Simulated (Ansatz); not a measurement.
# Dielectric response of SrO (001) films, part 4 of 5

Wanted: ε of rocksalt SrO (001) by finite fields on slabs, and the band edges against the vacuum where run.

Ansatz 0.2.0; plane-wave DFT, PBE, Ansatz PAW (set soft_1); PAW set soft_1 (the session's first sound run).

So far, gap on the k-mesh (eV): step 2 (relaxing the film, 6 atoms, units 3) 2.35; step 13 (single point, 10 atoms, units 5, field -0.1 V/Å) 2.10; step 15 (field on, atoms free, 10 atoms, units 5, field 0.05 V/Å) 2.41; step 16 (relaxing in the field, 10 atoms, units 5, field -0.05 V/Å) 2.41; step 18 (relaxation, 16 atoms, units 8) 2.49.

### 19. The series together

Times are for 4 threads of Arm Neoverse V1, shared host. Results by setting:

| no. | units | gap by band count (eV) | ionisation energy, upper face (eV) | electron affinity, upper face (eV) | time | memory (GiB) |
| --- | --- | --- | --- | --- | --- | --- |
| 1 | 3 | 2.351 | 3.566 | 1.215 | 15 s | 0.56 |
| 2 | 5 | 2.455 | 3.563 | 1.108 | 37 s | 0.77 |
| 3 | 8 | 2.489 | 3.563 | 1.075 | 98 s | 1.2 |

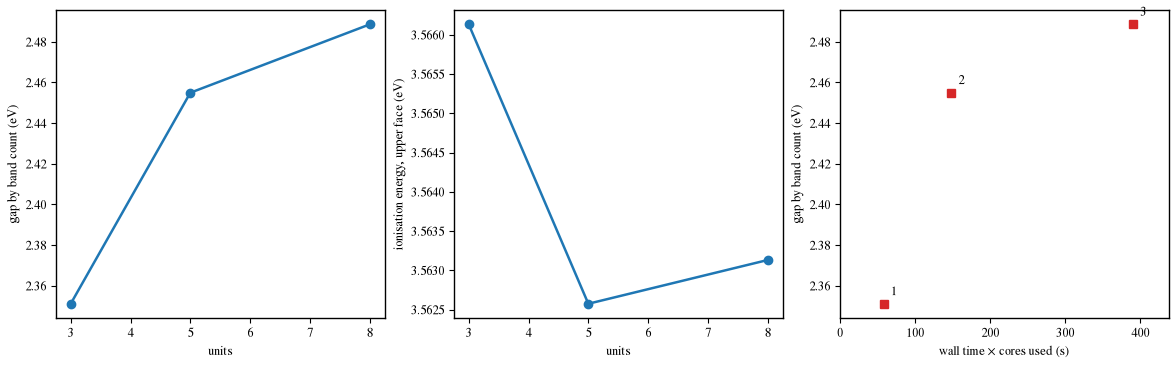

The series as plots; the last panel sets the first result against cost, with the runs numbered as in the table.

The valence density, planar mean (3) oscillates, so the rows of the table below give means over windows of 2.5 Å about each position, cut where the curve ends. Its maxima inside the range that stand out by 2 % of the span (Å: e/Å³): 9.1: 1.00, 11.6: 1.01, 14.0: 1.00. Its minima: 10.3: 0.0850, 12.9: 0.0850.

The runs together. The valence density, planar mean by z; means over each step:

| z (Å) | 3 (e/Å³) | 5 (e/Å³) | 8 (e/Å³) |
| --- | --- | --- | --- |
| 2.5 | 0 | 0 | 0 |
| 5.0 | 1.6e-4 | 1.7e-4 | 1.8e-4 |
| 7.5 | 0.136 | 0.144 | 0.159 |
| 10.0 | 0.464 | 0.470 | 0.469 |
| 12.5 | 0.464 | 0.443 | 0.440 |
| 15.0 | 0.378 | 0.452 | 0.455 |
| 17.5 | 6.9e-4 | 0.474 | 0.457 |
| 20.0 | 2.8e-6 | 0.419 | 0.464 |
| 22.5 | 0 | 0.00151 | 0.611 |

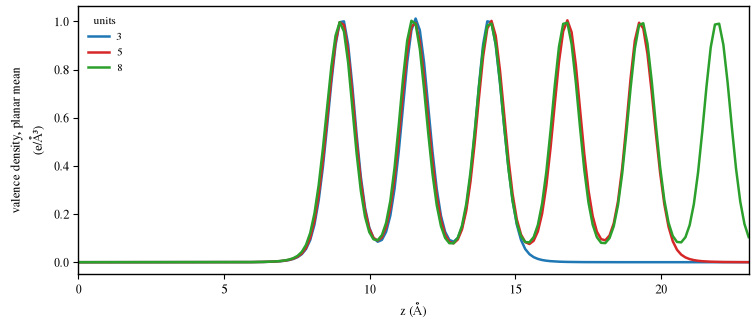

Valence density, planar mean against z.

### 20. Single point on the relaxed film, 16 atoms, units 8

The next thickness, treated alike, so that differences show the interior and the faces cancel.

Contents of input.yaml:

```yaml
crystal:
  lattice:
    - [3.64867099, 0.0, 0.0]
    - [0.0, 3.64867099, 0.0]
    - [0.0, 0.0, 36.06]
  atoms:
    - { symbol: Sr, position: [0.5, 0.5, 0.2478396747] }
    - { symbol: O, position: [0.0, 0.0, 0.2495044447] }
    - { symbol: Sr, position: [0.0, 0.0, 0.3191102145] }
    - { symbol: O, position: [0.5, 0.5, 0.3183943783] }
    - { symbol: Sr, position: [0.5, 0.5, 0.3915178042] }
    - { symbol: O, position: [0.0, 0.0, 0.3917865898] }
    - { symbol: Sr, position: [0.0, 0.0, 0.4638418083] }
    - { symbol: O, position: [0.5, 0.5, 0.4637369848] }
    - { symbol: Sr, position: [0.5, 0.5, 0.5361581928] }
    - { symbol: O, position: [0.0, 0.0, 0.5362630237] }
    - { symbol: Sr, position: [0.0, 0.0, 0.6084821969] }
    - { symbol: O, position: [0.5, 0.5, 0.6082134103] }
    - { symbol: Sr, position: [0.5, 0.5, 0.6808897844] }
    - { symbol: O, position: [0.0, 0.0, 0.6816056151] }
    - { symbol: Sr, position: [0.0, 0.0, 0.7521603233] }
    - { symbol: O, position: [0.5, 0.5, 0.7504955541] }
kpoints:
  mp_grid: { grid: [8, 8, 1] }
hamiltonian:
  xc: pbe
  pseudopotentials: { kind: paw, azcp: { folder: soft_1 } }
scf:
  occupations: { method: fixed }
  convergence: { dr2_threshold: 1.0e-09 }
efield:
  axis: 3
  dipole_correction: true
  ramp_position: 0.97
  ramp_width: 0.06
output:
  eigenvalues: true
  dos: { projected: true, e_range: [-7, 7] }
  write_potential: true
  write_density: true
  volumetric_format: npy
checkpoint:
  write: end8.run
  compress: false
  write_wavefunctions: false
```

Run with:

```sh
> ansatz run input.yaml --threads 4 --pin off --max-ram 8192MiB --backend cpu --events-out ev --progress --plain --runs-dir out
```

Numbers of over 12 decimals in the logs are rounded to 6 here.

The log of the run:

```text
[...]
Crystal: 16 atoms, lattice volume = 480.060 Å³
Basis set: ecut = 420 eV, 9377 PW (Γ)
Bands: 80, of which v1, the nominal top of the filled ones, is band 64 counted from 1 (63 counted from 0)
Symmetry: 8 space group operations
k-points: 15 of 64
[...]
k-point 0: bands = [... 60 lower, 3.0710, 3.0710, 3.0716, 3.0716, 5.5606, 5.5800, 6.2909, 6.4730, ... 12 higher]
  k-point 1: bands = [... 60 lower, 2.7903, 2.8318, 2.9109, 2.9112, 5.7526, 5.7680, 6.7019, 6.8749, ... 12 higher]
  k-point 2: bands = [... 60 lower, 2.5561, 2.5563, 2.5767, 2.6731, 6.2596, 6.2707, 7.4824, 7.7521, ... 12 higher]
  k-point 14: bands = [... 60 lower, 2.8709, 2.8709, 2.8722, 2.8722, 6.3564, 6.3564, 6.8046, 6.8046, ... 12 higher]
[key lines of the parts left out:]
SCF converged after 15 iterations
Free energy (F): -32916.387726 eV
Fermi energy:    3.071552 eV
Dipole field:    D = -0.000000 V/Å  (p = -0.000001 e·Å, saw-weighted, corrected)
Work function:   Φ+ = 3.5630 eV   Φ− = 3.5630 eV
```

It took 34 s on 4 threads of Arm Neoverse V1, shared host; peak memory 1.3 GiB.

Running mean over 2.58 Å of the planar mean; the ramp of the sawtooth is left out. Electron's electrostatic potential energy less the highest filled level against z:

| z (Å) | electron's electrostatic potential energy less the highest filled level (eV) |
| --- | --- |
| 4 | 3.56 |
| 6 | 3.50 |
| 8 | -3.98 |
| 10 | -6.13 |
| 12 | -5.99 |
| 14 | -6.07 |
| 16 | -5.97 |
| 18 | -5.81 |
| 20 | -5.98 |
| 22 | -6.07 |
| 24 | -5.98 |
| 26 | -6.15 |
| 28 | -4.31 |
| 30 | 3.49 |
| 32 | 3.56 |

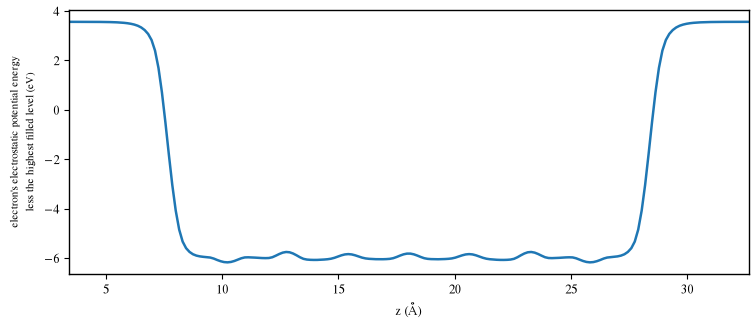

Electron's electrostatic potential energy less the highest filled level against z.

The gap is 2.49 eV, with the valence edge 3.56 eV and the conduction edge 1.07 eV under the upper vacuum level.

### 21. Single point, 16 atoms, units 8, field 0.1 V/Å

Changes to input.yaml since step 20:

```diff
@@ -29,3 +29,3 @@
   occupations: { method: fixed }
-  convergence: { dr2_threshold: 1.0e-09 }
+  convergence: { dr2_threshold: 1.0e-10 }
 efield:
@@ -35,5 +35,4 @@
   ramp_width: 0.06
+  amplitude: 0.1
 output:
-  eigenvalues: true
-  dos: { projected: true, e_range: [-7, 7] }
   write_potential: true
@@ -41,5 +40 @@
   volumetric_format: npy
-checkpoint:
-  write: end8.run
-  compress: false
-  write_wavefunctions: false
```

The log of the run:

```text
[...]
Crystal: 16 atoms, lattice volume = 480.060 Å³
Basis set: ecut = 420 eV, 9377 PW (Γ)
Bands: 80, of which v1, the nominal top of the filled ones, is band 64 counted from 1 (63 counted from 0)
Symmetry: 8 space group operations
k-points: 15 of 64
[...]
k-point 0: bands = [... 60 lower, 2.9786, 2.9786, 3.2968, 3.2968, 5.1928, 5.9273, 6.2366, 6.4049, ... 12 higher]
  k-point 1: bands = [... 60 lower, 2.8239, 2.8240, 3.0224, 3.1371, 5.3770, 6.1244, 6.6051, 6.6459, ... 12 higher]
  k-point 2: bands = [... 60 lower, 2.4787, 2.5426, 2.7829, 2.8116, 5.8788, 6.6342, 7.1443, 7.6911, ... 12 higher]
  k-point 14: bands = [... 60 lower, 2.7651, 3.0674, 3.0706, 3.0706, 6.3281, 6.3281, 6.8061, 6.8061, ... 12 higher]
[key lines of the parts left out:]
SCF converged after 15 iterations
Free energy (F): -32916.393781 eV
Fermi energy:    3.296828 eV
Dipole field:    D = 0.045654 V/Å  (p = 0.121120 e·Å, saw-weighted, corrected)
```

Elapsed: 33 s, on 4 threads; peak memory 1.3 GiB.

The dipole is 0.121 e·Å, and the gap on the mesh 1.896 eV.

### 22. Single point, 16 atoms, units 8, field -0.1 V/Å

Changes to input.yaml since step 21:

```diff
@@ -35,3 +35,3 @@
   ramp_width: 0.06
-  amplitude: 0.1
+  amplitude: -0.1
 output:
```

The log of the run:

```text
[...]
Crystal: 16 atoms, lattice volume = 480.060 Å³
Basis set: ecut = 420 eV, 9377 PW (Γ)
Bands: 80, of which v1, the nominal top of the filled ones, is band 64 counted from 1 (63 counted from 0)
Symmetry: 8 space group operations
k-points: 15 of 64
[...]
k-point 0: bands = [... 60 lower, 2.9786, 2.9786, 3.2968, 3.2968, 5.1927, 5.9274, 6.2366, 6.4048, ... 12 higher]
  k-point 1: bands = [... 60 lower, 2.8239, 2.8240, 3.0224, 3.1371, 5.3769, 6.1245, 6.6050, 6.6459, ... 12 higher]
  k-point 2: bands = [... 60 lower, 2.4787, 2.5426, 2.7829, 2.8116, 5.8787, 6.6342, 7.1442, 7.6911, ... 12 higher]
  k-point 14: bands = [... 60 lower, 2.7651, 3.0674, 3.0706, 3.0706, 6.3281, 6.3281, 6.8061, 6.8061, ... 12 higher]
[key lines of the parts left out:]
SCF converged after 15 iterations
Free energy (F): -32916.393781 eV
Fermi energy:    3.296827 eV
Dipole field:    D = -0.045655 V/Å  (p = -0.121121 e·Å, saw-weighted, corrected)
```

Elapsed: 32 s, on 4 threads; peak memory 1.3 GiB.

The dipole is -0.121 e·Å, and the gap on the mesh 1.896 eV.

### 23. Response with the atoms held, 16 atoms, units 8

This step: plane-wave DFT, PBE, Ansatz PAW (set soft_1); response to a field along the normal, atoms held; PAW set soft_1 (Ansatz 0.2.0).

Local field over the applied field, running mean. From the potentials at -0.1 and 0.1 V/Å; running mean over 2.58 Å, taken twice. Local field over applied field against z:

| z (Å) | local field over applied field |
| --- | --- |
| 5.0 | 0.964 |
| 7.5 | 0.532 |
| 10.0 | 0.214 |
| 12.5 | 0.260 |
| 15.0 | 0.262 |
| 17.5 | 0.264 |
| 20.0 | 0.262 |
| 22.5 | 0.264 |
| 25.0 | 0.234 |
| 27.5 | 0.306 |
| 30.0 | 0.858 |

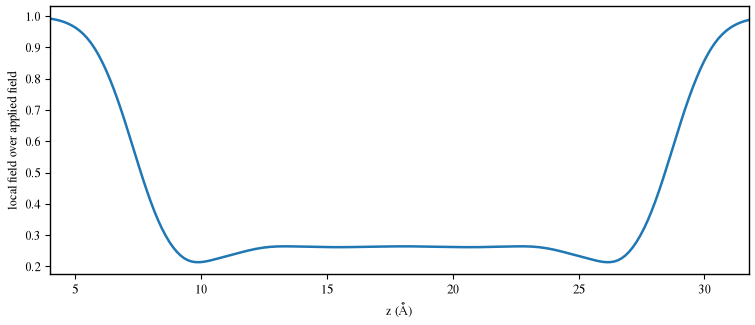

Local field over applied field, plotted against z.

The induced dipole is that of a conductor 16.46 Å thick.

### 24. Relaxing in the field, 16 atoms, units 8, field 0.05 V/Å

This step: plane-wave DFT, PBE, Ansatz PAW (set soft_1); PAW set soft_1 (Ansatz 0.2.0).

The same pair of relaxations in the field for this thickness.

Changes to input.yaml since step 22:

```diff
@@ -35,3 +35,6 @@
   ramp_width: 0.06
-  amplitude: -0.1
+  amplitude: 0.05
+relax:
+  f_tol: 0.0006
+  max_steps: 70
 output:
```

The log of the run:

```text
[...]
Crystal: 16 atoms, lattice volume = 480.060 Å³
Basis set: ecut = 420 eV, 9377 PW (Γ), exchange–correlation on 50×50×486 points (8 copies of the dense FFT grid, shifted against one another)
Bands: 80, of which v1, the nominal top of the filled ones, is band 64 counted from 1 (63 counted from 0)
Symmetry: 8 space group operations
k-points: 15 of 64
[...]
- { symbol: O, position: [0.500000, 0.500000, 0.463689] }
    - { symbol: Sr, position: [0.500000, 0.500000, 0.536206] }
    - { symbol: O, position: [0, 0.0, 0.536218] }
    - { symbol: Sr, position: [0, 0.0, 0.608536] }
    - { symbol: O, position: [0.500000, 0.500000, 0.608172] }
    - { symbol: Sr, position: [0.500000, 0.500000, 0.680936] }
    - { symbol: O, position: [0, 0.0, 0.681576] }
    - { symbol: Sr, position: [0, 0.0, 0.752230] }
    - { symbol: O, position: [0.500000, 0.500000, 0.750455] }
[key lines of the parts left out:]
SCF converged after 6 iterations
Free energy (F): -32916.389258 eV
Fermi energy:    3.086893 eV
Dipole field:    D = 0.028950 V/Å  (p = 0.076802 e·Å, saw-weighted, corrected)
```

Wall time 96 s (4 threads); peak memory 1.1 GiB; 6.4 min of CPU time.

The relaxation took 6 steps and lowered the energy by 4.1e-4 eV; the largest force on the free atoms ends at 1.3e-4 eV/Å.

The dipole is 0.0768 e·Å, and the gap on the mesh 2.405 eV.

### 25. Field on, atoms free, 16 atoms, units 8, field -0.05 V/Å

The opposite sign, again from the field-free geometry; the difference of the two cancels what relaxes without a field.

Changes to input.yaml since step 24:

```diff
@@ -35,3 +35,3 @@
   ramp_width: 0.06
-  amplitude: 0.05
+  amplitude: -0.05
 relax:
```

The log of the run:

```text
[...]
Crystal: 16 atoms, lattice volume = 480.060 Å³
Basis set: ecut = 420 eV, 9377 PW (Γ), exchange–correlation on 50×50×486 points (8 copies of the dense FFT grid, shifted against one another)
Bands: 80, of which v1, the nominal top of the filled ones, is band 64 counted from 1 (63 counted from 0)
Symmetry: 8 space group operations
k-points: 15 of 64
[...]
- { symbol: O, position: [0.500000, 0.500000, 0.463782] }
    - { symbol: Sr, position: [0.500000, 0.500000, 0.536117] }
    - { symbol: O, position: [0, 0.0, 0.536311] }
    - { symbol: Sr, position: [0, 0.0, 0.608442] }
    - { symbol: O, position: [0.500000, 0.500000, 0.608270] }
    - { symbol: Sr, position: [0.500000, 0.500000, 0.680862] }
    - { symbol: O, position: [0, 0.0, 0.681653] }
    - { symbol: Sr, position: [0, 0.0, 0.752115] }
    - { symbol: O, position: [0.500000, 0.500000, 0.750560] }
[key lines of the parts left out:]
SCF converged after 6 iterations
Free energy (F): -32916.389258 eV
Fermi energy:    3.086892 eV
Dipole field:    D = -0.028950 V/Å  (p = -0.076803 e·Å, saw-weighted, corrected)
```

Wall time 97 s (4 threads); peak memory 1.1 GiB.

The relaxation took 6 steps and lowered the energy by 4.1e-4 eV; the largest force on the free atoms ends at 1.3e-4 eV/Å.

The dipole is -0.0768 e·Å, and the gap on the mesh 2.405 eV.

### 26. Response with the atoms relaxed, 16 atoms, units 8

This step: plane-wave DFT, PBE, Ansatz PAW (set soft_1); response to a field along the normal, atoms relaxed; PAW set soft_1 (Ansatz 0.2.0).

Local field over the applied field, running mean. From the potentials at -0.05 and 0.05 V/Å; running mean over 2.58 Å, taken twice. Table of local field over applied field by z:

| z (Å) | local field over applied field |
| --- | --- |
| 5.0 | 0.972 |
| 7.5 | 0.444 |
| 10.0 | -0.0167 |
| 12.5 | 0.0710 |
| 15.0 | 0.0322 |
| 17.5 | 0.0472 |
| 20.0 | 0.0421 |
| 22.5 | 0.0386 |
| 25.0 | 0.0621 |
| 27.5 | 0.0453 |
| 30.0 | 0.918 |

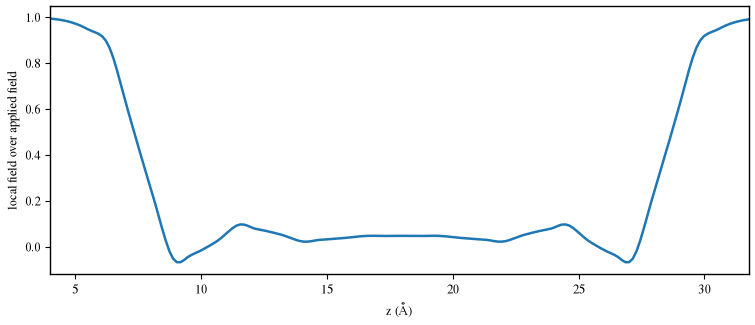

Local field over applied field against z.

The induced dipole is that of a conductor 20.88 Å thick.

### 27. Electronic ε from the series

This step: plane-wave DFT, PBE, Ansatz PAW (set soft_1); permittivity from the thickness series, atoms held; PAW set soft_1 (Ansatz 0.2.0).

Each added layer adds t(1 − 1/ε) to the dipole term, so the slope against thickness gives ε without a choice of where the film ends.

This step gave:

```yaml
slope: 0.7372
intercept_of_the_fit: 3.058 Å
eps_of_the_interior: 3.806
```

The equivalent conductor thickness by distance between the outer atoms:

| distance between the outer atoms (Å) | equivalent conductor thickness (Å) |
| --- | --- |
| 5.14 | 6.85 |
| 10.36 | 10.7 |
| 18.19 | 16.5 |

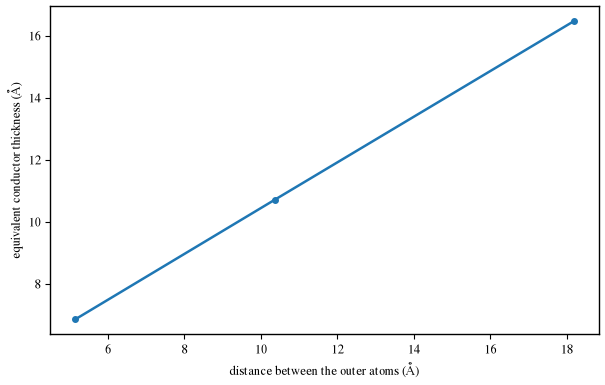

Equivalent conductor thickness against distance between the outer atoms.

By hand, from the thinnest and the thickest film: slope = (16.463 − 6.848) / (18.186 − 5.145) = 0.737, so ε = 1/(1 − 0.737) = 3.81.

### 28. Static ε from the series

This step: plane-wave DFT, PBE, Ansatz PAW (set soft_1); permittivity from the thickness series, atoms relaxed; PAW set soft_1 (Ansatz 0.2.0).

The same fit for the relaxed films. The nearer its slope lies to 1, the more ε hangs on small errors.

This step gave:

| Property | Result |
| --- | --- |
| slope | 0.9520 |
| intercept of the fit | 3.558 Å |
| ε of the interior | 20.81 |

Equivalent conductor thickness against distance between the outer atoms:

| distance between the outer atoms (Å) | equivalent conductor thickness (Å) |
| --- | --- |
| 5.14 | 8.47 |
| 10.36 | 13.4 |
| 18.19 | 20.9 |

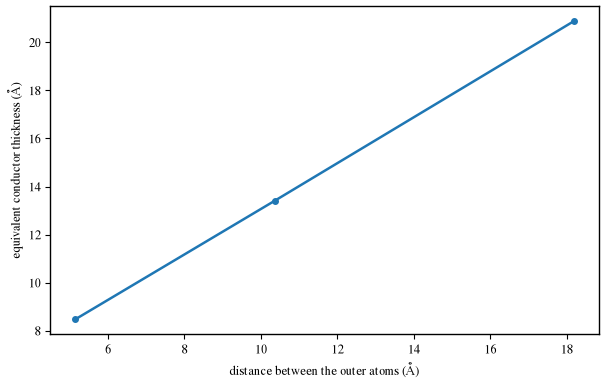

Equivalent conductor thickness, plotted against distance between the outer atoms.

By hand, from the thinnest and the thickest film: slope = (20.878 − 8.467) / (18.187 − 5.144) = 0.952, so ε = 1/(1 − 0.952) = 20.6. One nm of such a film has the capacitance of 3.9/20.6 = 0.19 nm of SiO₂ (its equivalent oxide thickness).

### 29. The bulk crystal

This step: plane-wave DFT, PBE, Ansatz PAW (set soft_1); PAW set soft_1 (Ansatz 0.2.0).

System of this step: rocksalt SrO. Symmetry: Fm-3m, No. 225, cubic system. The conventional cell has a = 5.160 Å, b = 5.160 Å, c = 5.160 Å, α = 90.00°, β = 90.00°, γ = 90.00°. Nearest to Sr lie 6 O at 2.58 Å. Nearest to O lie 6 Sr at 2.58 Å. Farther neighbours and most contacts between anions are not listed.

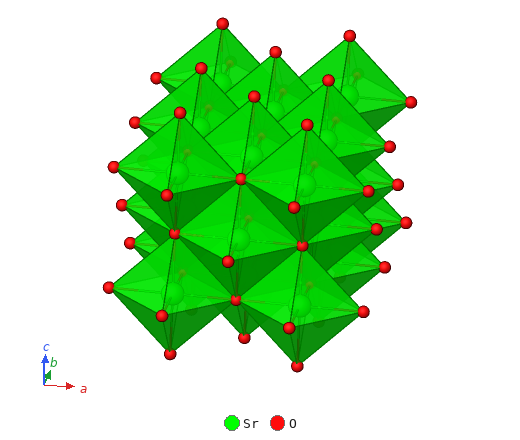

The cell of this step (strontium green, oxygen red). 1×2×1 conventional cells are drawn. Some periodic images of atoms are drawn too.

Band edges are better read in the bulk than in a thin slab, where confinement and surface states shift them. The bulk run gives them against its mean potential.

Contents of input.yaml:

```yaml
crystal:
  lattice:
    - [0.0, 2.58, 2.58]
    - [2.58, 0.0, 2.58]
    - [2.58, 2.58, 0.0]
  atoms:
    - { symbol: Sr, position: [0.0, 0.0, 0.0] }
    - { symbol: O, position: [0.5, 0.5, 0.5] }
kpoints:
  mp_grid: { grid: [10, 10, 10] }
  band_path: { path: [VBM, CBM], npoints: 1 }
hamiltonian:
  xc: pbe
  pseudopotentials: { kind: paw, azcp: { folder: soft_1 } }
scf:
  occupations: { method: fixed }
  convergence: { dr2_threshold: 1.0e-09 }
output:
  eigenvalues: true
checkpoint:
  write: bulk.run
  compress: false
  write_wavefunctions: false
```

The log of the run:

```text
[...]
Crystal: 2 atoms, lattice volume = 34.347 Å³
Basis set: ecut = 420 eV, 645 PW (Γ)
Bands: 12, of which v1, the nominal top of the filled ones, is band 8 counted from 1 (7 counted from 0)
Symmetry: 48 space group operations
[...]
k-points: 47 of 1000
[...]
SCF iter   1: F=—  HF=-4115.036004 eV  |F-HF|=—  |Δ(HF+E_count)|=         —  Δρ=8.61e-2  dr2=2.16e0  ethr=3.10e-3  ⟨swp⟩=6.2  Hψ=3597  notcnv=0  defer=60
[...]
SCF iter   8: F=-4114.648711 eV  HF=-4114.648711 eV  |F-HF|=8.73e-11  |Δ(HF+E_count)|=   6.30e-9  Δρ=5.61e-7  dr2=3.01e-11  ethr=6.25e-12  ⟨swp⟩=7.1  Hψ=2942  notcnv=0
SCF 1 converged in 8 iterations: F = -4114.648711 eV  dr2 = 3.01e-11
[...]
SCF converged after 8 iterations
Free energy (F): -4114.648711 eV
[...]
Internal energy: -4114.648711 eV  (E = F + TS)
E sigma→0 (E₀):  -4114.648711 eV
Fermi energy:    7.846039 eV
[...]
--- Band table (eV; the first three rows and the last of 47) ---
  k-point 0: bands = [... 4 lower, -6.1480, 7.8460, 7.8460, 7.8460, 11.7784, 14.0832, 14.0832, 14.0832]
  k-point 1: bands = [... 4 lower, -5.9288, 7.5446, 7.7217, 7.7217, 12.2394, 13.9670, 14.2757, 14.2757]
  k-point 2: bands = [... 4 lower, -5.5612, 6.9169, 7.4210, 7.4210, 13.3193, 13.8525, 14.8208, 14.8208]
  k-point 46: bands = [... 4 lower, -5.6462, 6.8418, 7.3989, 7.4702, 13.0207, 14.7706, 16.3733, 18.9244]
```

Elapsed: 0.81 s, on 4 threads; peak memory 0.26 GiB; 2.4 s of CPU time.

This step gave:

| Quantity | Value |
| --- | --- |
| gap on the k-mesh | 3.319 eV |
| gap along the path | 3.319 eV |
| smallest direct gap along the path | 3.404 eV |
| gap, the smaller of path and mesh | 3.319 eV |

The gap is 3.32 eV.

(Continued in part 5 of 5.)

[Logs are printed without paths, hosts, clocks, repeated set-up lines and the standing remarks that a program may print on its own settings, such as how far it seeks lower states.]

[Hosts, paths, dates, database ids (printed as entryN), source tags and the programs' standing remarks are cut or masked in the printed files.]

[Maps of the electrostatic potential energy from Ansatz leave out the sawtooth potential of an applied field or a dipole correction, so their vacuum need not be flat; planar profiles and work functions include it.]
